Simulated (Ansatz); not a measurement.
**C10O: geometry relaxation (part 3 of 3)**

The same run, continued: C10O (slab, 11 atoms in the cell); DFT PBEsol, scalar-relativistic, plane waves, PAW, spin-polarised (Ansatz 0.2.0); cutoff 420 eV, 12×12×1 k-mesh, Gaussian smearing of 0.05 eV, collinear spins. The structure derives from an entry of the Crystallography Open Database. The input holds or restrains some coordinates. Forces given for the steps count only the free coordinates. It belongs to a series of runs on one base structure; here: O put at a bridge C-C site.

### Output, continued
```
  k-point 2 ↑: bands = ["-20.9260", "-19.4213", "-17.3376", "-16.8929", "-14.8019", "-14.3875", "-9.3328", "-5.6326", "-5.2712", "-4.9988", "-4.5996", "-4.3488", "-3.6301", "-3.2463", "-2.8230", "-2.7250", "-2.4677", "-1.2772", "-1.2399", "0.2260", "0.4879", "0.8882", "1.8708", "2.6755", "2.8039", "7.0241", "8.0388", "8.4270", "8.9786", "9.0627", "9.1987", "9.4454", "9.6546", "10.0979", "10.3868"]
  k-point 42 ↓: bands = ["-18.7071", "-14.7445", "-13.2210", "-12.5493", "-12.4385", "-12.1798", "-11.3578", "-11.0898", "-11.0232", "-10.4622", "-9.1576", "-5.8036", "-5.7376", "-4.8325", "-4.6499", "-3.8005", "-3.7295", "-3.4131", "-2.3471", "-2.0702", "-0.6724", "0.2246", "1.5357", "2.1447", "2.5319", "3.5740", "6.3288", "6.8614", "7.8757", "8.6053", "8.7754", "10.0140", "10.3284", "10.6793", "11.4386"]
--- Relaxed structure (12 steps of the walk, 12 accepted, 0 SCFs on fresh bases) ---
  F+E_penalty+E_count = -3018.63814895 eV   max|allowed force component| = 1.646e-2 eV/Å
  atoms:
    - { symbol: C, position: [0.3333333332999999, 0.6666666667, 0.30526909420000004] }
    - { symbol: C, position: [0.6666666667000001, 0.3333333333, 0.3240382868000001] }
    - { symbol: C, position: [0.6666666667000001, 0.3333333333, 0.37998524340000006] }
    - { symbol: C, position: [0.3333333332999999, 0.6666666667, 0.39875443600000005] }
    - { symbol: C, position: [0.3333333332999999, 0.6666666667, 0.4547013927000001] }
    - { symbol: C, position: [0.6666345610077177, 0.3333654389922822, 0.4687527984797515] }
    - { symbol: C, position: [0.8238087987522321, 0.17619120124776788, 0.5894394796111576] }
    - { symbol: C, position: [0.4903975748426783, 0.5096024251573216, 0.5894984209387597] }
    - { symbol: C, position: [0.21398631431869033, 0.78601368568131, 0.7113664760454972] }
    - { symbol: C, position: [0.5498791508857694, 0.45012084911423056, 0.7033262601466537] }
    - { symbol: O, position: [0.13119063182405707, -0.13119063182405705, 0.7594129653358705] }
--- Löwdin populations: 11 sites ---
  site symbol       q [e]    m [muB]
     0      C      3.9505    -0.8207
     1      C      4.0043     0.0689
     2      C      3.9857    -0.0911
     3      C      3.9793     0.1152
     4      C      3.9919    -0.0775
     5      C      3.9619     0.7849
     6      C      3.9705     0.0020
     7      C      3.9719     0.0048
     8      C      3.7676     0.0004
     9      C      3.8624    -0.0034
    10      O      6.2207     0.0009
  spilling = 0.007239 (of n_electrons = 46.000000)
```

### File populations.tsv
```
# site	symbol	l	j	q_up	q_dn
# orbitals = lowdin
# n_electrons = 46.000000
# spilling = 0.007239
0	C	0_2S	-	0.467628	0.587851
0	C	1_2P	-	1.097253	1.797736
1	C	0_2S	-	0.478834	0.466852
1	C	1_2P	-	1.557797	1.500852
2	C	0_2S	-	0.471673	0.486889
2	C	1_2P	-	1.475651	1.551517
3	C	0_2S	-	0.492526	0.469899
3	C	1_2P	-	1.554765	1.462152
4	C	0_2S	-	0.451761	0.465049
4	C	1_2P	-	1.505471	1.569651
5	C	0_2S	-	0.538701	0.460714
5	C	1_2P	-	1.834741	1.127792
6	C	0_2S	-	0.459664	0.459567
6	C	1_2P	-	1.526609	1.524703
7	C	0_2S	-	0.459764	0.459520
7	C	1_2P	-	1.528605	1.524052
8	C	0_2S	-	0.435293	0.435220
8	C	1_2P	-	1.448732	1.448402
9	C	0_2S	-	0.486604	0.486823
9	C	1_2P	-	1.442867	1.446071
10	O	0_2S	-	0.913782	0.913878
10	O	1_2P	-	2.197063	2.196024
```

### Trajectory as extended XYZ (Å, eV, eV/Å), 12 frames, from step=1 to step=12
```
11
Lattice="2.4988 0.0000 0.0000 -1.2494 2.1640 0.0000 0.0000 0.0000 27.8443" Properties=species:S:1:pos:R:3:forces:R:3 step=1 energy=-3017.96427
C     0.0000    1.4427    8.5000    0.0000   0.0000   3.3849
C     1.2494    0.7213    9.0226    0.0000   0.0000  -4.2123
C     1.2494    0.7213   10.5804    0.0000   0.0000   0.9713
C     0.0000    1.4427   11.1030    0.0000   0.0000  -2.5292
C     0.0000    1.4427   12.6608    0.0000   0.0000   1.5041
C     1.2494    0.7213   13.0178    0.0001  -0.0001   0.8042
C     1.2494    0.7213   16.0481   -0.0005   0.0003   0.0861
C     0.0000    1.4427   16.0568    0.0015  -0.0009   0.0094
C     0.0000    1.4427   19.9377   -0.9100   0.5254  -1.7367
C     1.2494    0.7213   19.9378   -0.2515   0.1452  -2.4764
O     0.6247   -0.3607   21.1778    1.1607  -0.6701   4.1952
11
Lattice="2.4988 0.0000 0.0000 -1.2494 2.1640 0.0000 0.0000 0.0000 27.8443" Properties=species:S:1:pos:R:3:forces:R:3 step=2 energy=-3018.37523
C     0.0000    1.4427    8.5000    0.0000   0.0000   3.3984
C     1.2494    0.7213    9.0226    0.0000   0.0000  -4.2177
C     1.2494    0.7213   10.5804    0.0000   0.0000   1.0321
C     0.0000    1.4427   11.1030    0.0001   0.0000  -2.3218
C     0.0000    1.4427   12.6608    0.0001  -0.0001   1.8900
C     1.2494    0.7213   13.0434   -0.0003   0.0002   0.1897
C     1.2516    0.7201   16.2430    0.0008  -0.0005   0.0594
C     0.0022    1.4414   16.2483    0.0015  -0.0009  -0.0110
C    -0.0361    1.4635   19.8827   -0.6901   0.3984   0.2018
C     1.2159    0.7407   19.8783   -0.0550   0.0317  -1.4587
O     0.6905   -0.3987   21.2147    0.7428  -0.4288   1.2402
11
Lattice="2.4988 0.0000 0.0000 -1.2494 2.1640 0.0000 0.0000 0.0000 27.8443" Properties=species:S:1:pos:R:3:forces:R:3 step=3 energy=-3018.51718
C     0.0000    1.4427    8.5000    0.0002  -0.0001   3.4061
C     1.2494    0.7213    9.0226   -0.0001   0.0000  -4.2212
C     1.2494    0.7213   10.5804    0.0000   0.0000   1.0602
C     0.0000    1.4427   11.1030    0.0007  -0.0004  -2.2272
C     0.0000    1.4427   12.6608    0.0002  -0.0001   2.0884
C     1.2494    0.7213   13.0557   -0.0013   0.0008  -0.1085
C     1.2658    0.7119   16.4359    0.0028  -0.0016  -0.0399
C     0.0164    1.4332   16.4351    0.0025  -0.0015   0.0304
C    -0.0840    1.4912   19.8186   -0.3196   0.1845   1.1598
C     1.1717    0.7662   19.7805    0.0885  -0.0511  -0.9625
O     0.7544   -0.4355   21.2019    0.2261  -0.1306  -0.1858
11
Lattice="2.4988 0.0000 0.0000 -1.2494 2.1640 0.0000 0.0000 0.0000 27.8443" Properties=species:S:1:pos:R:3:forces:R:3 step=4 energy=-3018.56698
C     0.0000    1.4427    8.5000    0.0006  -0.0004   3.4047
C     1.2494    0.7213    9.0226   -0.0003   0.0002  -4.2206
C     1.2494    0.7213   10.5804    0.0001  -0.0001   1.0608
C     0.0000    1.4427   11.1030    0.0016  -0.0009  -2.2221
C     0.0000    1.4427   12.6608   -0.0002   0.0001   2.0927
C     1.2494    0.7214   13.0562   -0.0026   0.0015  -0.1191
C     1.3008    0.6917   16.4208    0.0042  -0.0024   0.0042
C     0.0514    1.4130   16.4223    0.0012  -0.0007  -0.0037
C    -0.1243    1.5144   19.8667   -0.1192   0.0688   1.1919
C     1.1340    0.7880   19.7797    0.0498  -0.0287  -0.6797
O     0.7666   -0.4426   21.2539    0.0649  -0.0375  -0.5096
11
Lattice="2.4988 0.0000 0.0000 -1.2494 2.1640 0.0000 0.0000 0.0000 27.8443" Properties=species:S:1:pos:R:3:forces:R:3 step=5 energy=-3018.62413
C     0.0000    1.4427    8.5000    0.0012  -0.0007   3.4038
C     1.2494    0.7213    9.0226   -0.0006   0.0003  -4.2176
C     1.2494    0.7213   10.5804    0.0002  -0.0001   1.0524
C     0.0000    1.4427   11.1030    0.0027  -0.0016  -2.2407
C     0.0000    1.4427   12.6608   -0.0031   0.0018   2.0596
C     1.2493    0.7214   13.0536   -0.0018   0.0010  -0.0523
C     1.3855    0.6428   16.4977    0.0079  -0.0046  -0.0056
C     0.1361    1.3641   16.4979   -0.0013   0.0007  -0.0037
C    -0.1989    1.5575   19.9412    0.2062  -0.1190   0.5285
C     1.0632    0.8289   19.7448   -0.1105   0.0638  -0.1386
O     0.7620   -0.4399   21.3028   -0.1010   0.0583  -0.3882
11
Lattice="2.4988 0.0000 0.0000 -1.2494 2.1640 0.0000 0.0000 0.0000 27.8443" Properties=species:S:1:pos:R:3:forces:R:3 step=6 energy=-3018.63189
C     0.0000    1.4427    8.5000    0.0009  -0.0005   3.4026
C     1.2494    0.7213    9.0226   -0.0006   0.0003  -4.2150
C     1.2494    0.7213   10.5804    0.0003  -0.0002   1.0466
C     0.0000    1.4427   11.1030    0.0020  -0.0011  -2.2551
C     0.0000    1.4427   12.6608   -0.0050   0.0029   2.0335
C     1.2492    0.7214   13.0518    0.0013  -0.0007  -0.0085
C     1.4303    0.6169   16.4718    0.0074  -0.0043   0.0034
C     0.1808    1.3383   16.4725   -0.0010   0.0006  -0.0001
C    -0.2208    1.5702   19.9653    0.1213  -0.0701   0.1246
C     1.0398    0.8424   19.7434   -0.0586   0.0339  -0.0155
O     0.7340   -0.4238   21.3097   -0.0679   0.0392  -0.1165
11
Lattice="2.4988 0.0000 0.0000 -1.2494 2.1640 0.0000 0.0000 0.0000 27.8443" Properties=species:S:1:pos:R:3:forces:R:3 step=7 energy=-3018.63365
C     0.0000    1.4427    8.5000    0.0012  -0.0007   3.4028
C     1.2494    0.7213    9.0226   -0.0007   0.0004  -4.2161
C     1.2494    0.7213   10.5804    0.0003  -0.0002   1.0469
C     0.0000    1.4427   11.1030    0.0028  -0.0016  -2.2563
C     0.0000    1.4427   12.6608   -0.0026   0.0015   2.0304
C     1.2493    0.7214   13.0516   -0.0022   0.0013  -0.0027
C     1.4626    0.5983   16.4825   -0.0033   0.0019  -0.0008
C     0.2129    1.3198   16.4831    0.0110  -0.0064  -0.0029
C    -0.2304    1.5757   19.9316   -0.0175   0.0101   0.0110
C     1.0288    0.8487   19.7077   -0.0093   0.0054   0.0309
O     0.7049   -0.4070   21.2690    0.0205  -0.0118  -0.0432
11
Lattice="2.4988 0.0000 0.0000 -1.2494 2.1640 0.0000 0.0000 0.0000 27.8443" Properties=species:S:1:pos:R:3:forces:R:3 step=8 energy=-3018.63425
C     0.0000    1.4427    8.5000    0.0012  -0.0007   3.4028
C     1.2494    0.7213    9.0226   -0.0007   0.0004  -4.2161
C     1.2494    0.7213   10.5804    0.0003  -0.0002   1.0474
C     0.0000    1.4427   11.1030    0.0027  -0.0016  -2.2552
C     0.0000    1.4427   12.6608   -0.0052   0.0030   2.0322
C     1.2492    0.7215   13.0517    0.0005  -0.0003  -0.0067
C     1.5132    0.5690   16.4710    0.0039  -0.0023  -0.0113
C     0.2636    1.2905   16.4712    0.0038  -0.0022   0.0101
C    -0.2581    1.5917   19.9154   -0.0127   0.0073  -0.1076
C     1.0007    0.8649   19.6927    0.0226  -0.0130  -0.0358
O     0.6777   -0.3913   21.2481   -0.0164   0.0095   0.1402
11
Lattice="2.4988 0.0000 0.0000 -1.2494 2.1640 0.0000 0.0000 0.0000 27.8443" Properties=species:S:1:pos:R:3:forces:R:3 step=9 energy=-3018.63655
C     0.0000    1.4427    8.5000    0.0010  -0.0006   3.4023
C     1.2494    0.7213    9.0226   -0.0009   0.0005  -4.2159
C     1.2494    0.7213   10.5804    0.0005  -0.0003   1.0454
C     0.0000    1.4427   11.1030    0.0024  -0.0014  -2.2640
C     0.0000    1.4427   12.6608   -0.0106   0.0061   2.0166
C     1.2491    0.7215   13.0508    0.0074  -0.0042   0.0179
C     1.6795    0.4730   16.4373    0.0176  -0.0102  -0.0077
C     0.4302    1.1943   16.4383   -0.0124   0.0072   0.0137
C    -0.3490    1.6442   19.8711   -0.0460   0.0265  -0.1344
C     0.9092    0.9178   19.6417    0.0299  -0.0173   0.0271
O     0.5855   -0.3381   21.2029    0.0111  -0.0064   0.0993
11
Lattice="2.4988 0.0000 0.0000 -1.2494 2.1640 0.0000 0.0000 0.0000 27.8443" Properties=species:S:1:pos:R:3:forces:R:3 step=10 energy=-3018.63770
C     0.0000    1.4427    8.5000    0.0017  -0.0010   3.4036
C     1.2494    0.7213    9.0226   -0.0010   0.0006  -4.2171
C     1.2494    0.7213   10.5804    0.0002  -0.0001   1.0484
C     0.0000    1.4427   11.1030    0.0055  -0.0031  -2.2566
C     0.0000    1.4427   12.6608    0.0104  -0.0060   2.0330
C     1.2496    0.7212   13.0519   -0.0153   0.0088  -0.0072
C     1.8512    0.3739   16.4560   -0.0262   0.0151   0.0158
C     0.6012    1.0956   16.4600    0.0251  -0.0145  -0.0310
C    -0.4496    1.7023   19.7900   -0.0021   0.0012  -0.0622
C     0.8093    0.9755   19.5625    0.0085  -0.0049   0.0094
O     0.4901   -0.2829   21.1247   -0.0067   0.0038   0.0635
11
Lattice="2.4988 0.0000 0.0000 -1.2494 2.1640 0.0000 0.0000 0.0000 27.8443" Properties=species:S:1:pos:R:3:forces:R:3 step=11 energy=-3018.63815
C     0.0000    1.4427    8.5000    0.0012  -0.0007   3.4030
C     1.2494    0.7213    9.0226   -0.0010   0.0006  -4.2162
C     1.2494    0.7213   10.5804    0.0004  -0.0002   1.0484
C     0.0000    1.4427   11.1030    0.0035  -0.0020  -2.2556
C     0.0000    1.4427   12.6608   -0.0022   0.0013   2.0338
C     1.2493    0.7214   13.0521   -0.0009   0.0005  -0.0139
C     1.8384    0.3813   16.4125   -0.0071   0.0041  -0.0060
C     0.5887    1.1028   16.4142    0.0065  -0.0038   0.0097
C    -0.4473    1.7010   19.8075   -0.0017   0.0010   0.0083
C     0.8117    0.9741   19.5836    0.0001  -0.0001   0.0048
O     0.4917   -0.2839   21.1453    0.0011  -0.0006  -0.0164
11
Lattice="2.4988 0.0000 0.0000 -1.2494 2.1640 0.0000 0.0000 0.0000 27.8443" Properties=species:S:1:pos:R:3:forces:R:3 step=12 energy=-3018.63815
C     0.0000    1.4427    8.5000    0.0012  -0.0007   3.4029
C     1.2494    0.7213    9.0226   -0.0010   0.0006  -4.2163
C     1.2494    0.7213   10.5804    0.0004  -0.0002   1.0486
C     0.0000    1.4427   11.1030    0.0035  -0.0020  -2.2555
C     0.0000    1.4427   12.6608   -0.0022   0.0013   2.0339
C     1.2493    0.7214   13.0521   -0.0009   0.0005  -0.0140
C     1.8384    0.3813   16.4125   -0.0071   0.0041  -0.0059
C     0.5887    1.1028   16.4142    0.0065  -0.0038   0.0097
C    -0.4473    1.7010   19.8075   -0.0018   0.0010   0.0083
C     0.8117    0.9741   19.5836    0.0001  -0.0001   0.0048
O     0.4917   -0.2839   21.1453    0.0011  -0.0007  -0.0165
```

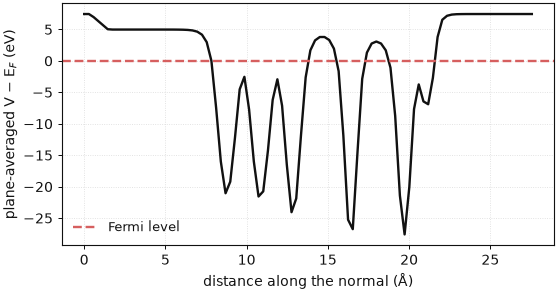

*Plane average of the electrostatic potential energy of an electron across the cell, from the Fermi level.*

The vacuum level lies 7.46 eV above the Fermi level on the upper side and 4.99 eV on the lower.

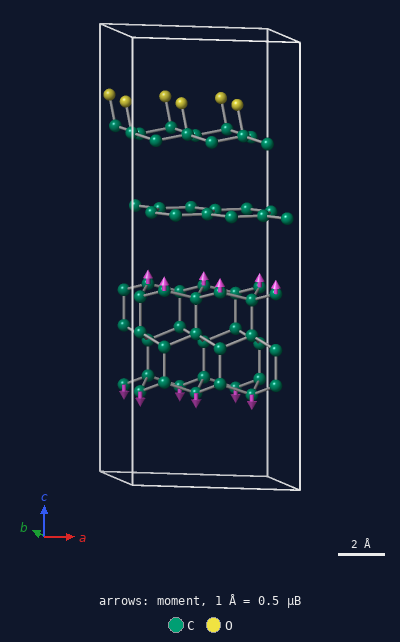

*Magnetic moments of the sites as pink arrows (ball-and-stick view of the 3 × 2 repeat of the cell, with the vacuum cut short, seen slightly off an axis); small moments hardly show. The run is collinear, so the axis drawn is arbitrary.*

Site moments: C1 (−0.34 μB); C6 (0.32 μB); C4 (0.06 μB). They are counted near the atoms and needn't add up to the moment of the cell. Atoms are counted from 1 in the order of the input.

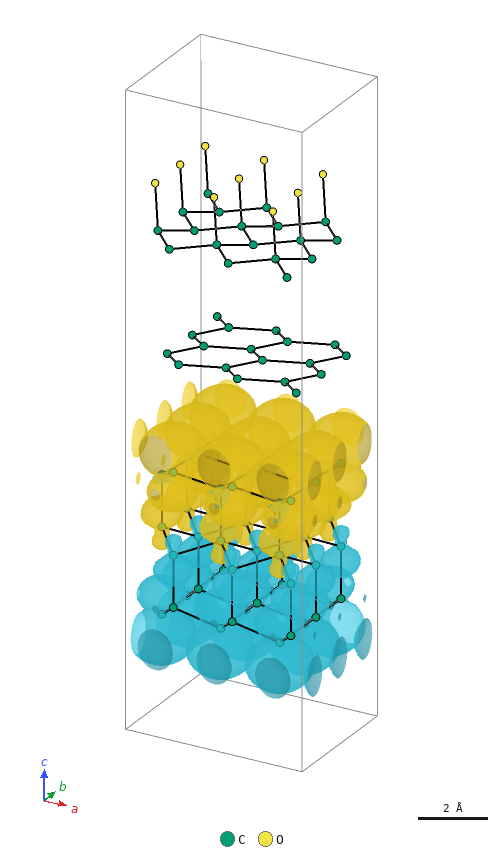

*Isosurfaces of the spin density at +0.03 (yellow) and −0.03 e/Å³ (cyan), seen slightly off an axis. Sticks mark near contacts.*

The cell of the calculation (11 atoms) carries 0.0 μB net. Core electrons are frozen (PAW), so the fields are smoothed inside the atomic spheres.

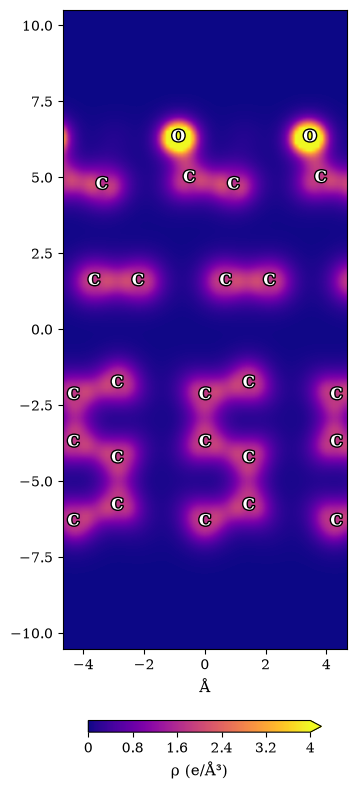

*Valence charge density (pseudo) on the (110) plane of the calculation cell, a cut from vacuum to vacuum.*

Atoms in the plane: C and O. C–O (1.38 Å): the density is about 2.2 e/Å³ at the midpoint. C–C (1.44 Å): the density is about 1.9 e/Å³ at the midpoint. C–C (1.49 Å): ρ at the midpoint is about 1.8 e/Å³. C–C (1.56 Å): the density is about 1.5 e/Å³ at the midpoint. The density dies away to nearly zero in the vacuum.

This output came from the following input.

### Input file
```yaml
crystal:
  lattice:
    - [2.4988149563, 0.0, 0.0]
    - [-1.2494074781, 2.1640372315, 0.0]
    - [0.0, 0.0, 27.8442861088]
  atoms:
    - { symbol: C, position: [0.3333333333, 0.6666666667, 0.3052690942] }
    - { symbol: C, position: [0.6666666667, 0.3333333333, 0.3240382868] }
    - { symbol: C, position: [0.6666666667, 0.3333333333, 0.3799852434] }
    - { symbol: C, position: [0.3333333333, 0.6666666667, 0.398754436] }
    - { symbol: C, position: [0.3333333333, 0.6666666667, 0.4547013927] }
    - { symbol: C, position: [0.6666666667, 0.3333333333, 0.4675208682] }
    - { symbol: C, position: [0.6666666667, 0.3333333333, 0.5763523093] }
    - { symbol: C, position: [0.3333333333, 0.6666666667, 0.5766645208] }
    - { symbol: C, position: [0.3333333333, 0.6666666667, 0.716043567] }
    - { symbol: C, position: [0.6666666667, 0.3333333333, 0.7160454443] }
    - { symbol: O, position: [0.1666666667, -0.1666666667, 0.760578818], spin: 2.0 }
basis:
  ecutwfc: 420
kpoints:
  mp_grid: { grid: [12, 12, 1] }
hamiltonian:
  xc: pbesol
scf:
  occupations: { method: gaussian, width: 0.05 }
output:
  forces: true
  eigenvalues: true
  populations: true
  write_density: true
  write_potential: true
  elf: true
  volumetric_format: npy
magnetization:
  spin_polarized: true
relax:
  adjacent_minimum: "off"
  f_tol: 0.03
  max_steps: 70
  constraints: [{ sites: [0, 1, 2, 3, 4] }]
efield:
  axis: 3
  dipole_correction: true
  ramp_width: 0.04
```

Run as:
```bash
ansatz run input.yaml --threads 2 --pin off --max-ram 5120MiB --backend cpu --events-out ev --progress --plain --runs-dir out
```

### Results in brief

- outcome: converged under the restraints of the input
- electrons treated: 46
- free energy: −3018.6381 eV
- work function, top face: 7.46 eV
- work function, bottom face: 4.99 eV
- Fermi energy: 2.229 eV
- gap on the k-point mesh: none (metallic)
- net moment of the cell: −0.01 μB
- integrated absolute moment: 1.75 μB
- final volume: 150.57 Å³
- work function (upper face): 7.46 eV
- largest force (length of the vector) at the end, held atoms and coordinates included: 4.216 eV/Å
- hardware: 2 threads of Intel Xeon (Granite Rapids), 192 GiB of memory available, shared host
- wall time: 4.1 min (CPU time 8.2 min)
- peak memory: 0.67 GiB

### Notes

Warnings of the run: the exchange-correlation potential is rough where the density is thin.
